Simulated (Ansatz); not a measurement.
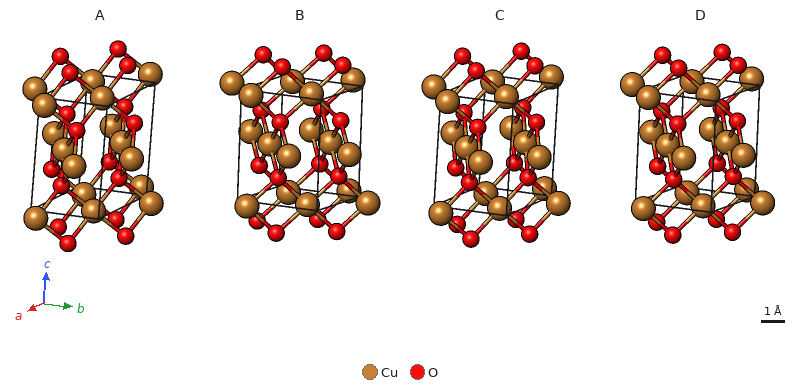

4 geometries from one relaxation of crystalline CuO (set up in C2/c), in shuffled order. The picture is a ball-and-stick view of the conventional cell (2 times the calculation's cell), seen slightly off an axis. Lengths and directions refer to the drawn axes.

The run lets cell and atoms move.

Computed with Kohn-Sham DFT of a periodic cell, PBEsol with D3(BJ), Ansatz PAW in Ansatz. (plane-wave cutoff 420 eV; k-point mesh 10 × 10 × 5; occupations fermi-dirac; smearing width 0.05 eV; no spin polarisation; cell and atoms relaxed; force threshold 0.01 eV/Å; at most 40 steps)

Q: Order the frames from highest to lowest energy.

A: A, C, D, B. They are steps 0, 4, 9, 22, at +27.7 meV per atom, +9.8 meV per atom, +4.3 meV per atom relative to the last. After 16 accepted moves (22 points after the start) the energy has fallen by 27.7 meV per atom. The largest force component goes from 0.36 to 0.0019 eV/Å. Pressure: −6.55 GPa at the start and 0.00 GPa at the end. The SCF was repeated 6 times at an unchanged geometry on a basis and grid sized afresh for the cell, which shifted the energy by 3.5 meV per atom at most. The largest moves relative to the cell, 0.33 Å, are those of O atoms. Cu stays in place. The drawn cell changes as follows: a 4.684 → 4.064 Å (−13.2 %), b 3.423 → 4.037 Å (+18.0 %), c 5.129 → 5.085 Å (−0.8 %), β 99.5° → 90.0°; the volume changes by +2.9 %. Some distances before and after: Cu–O 1.961 → 1.915 Å. Bond angles that change, for instance: Cu–O–Cu 145.8° → 116.4°, Cu–O–Cu 104.0° → 115.9°, Cu–O–Cu 108.8° → 116.4°. The space group (tolerance 0.01 Å) goes from C2/c (No. 15) to Cccm (No. 66).
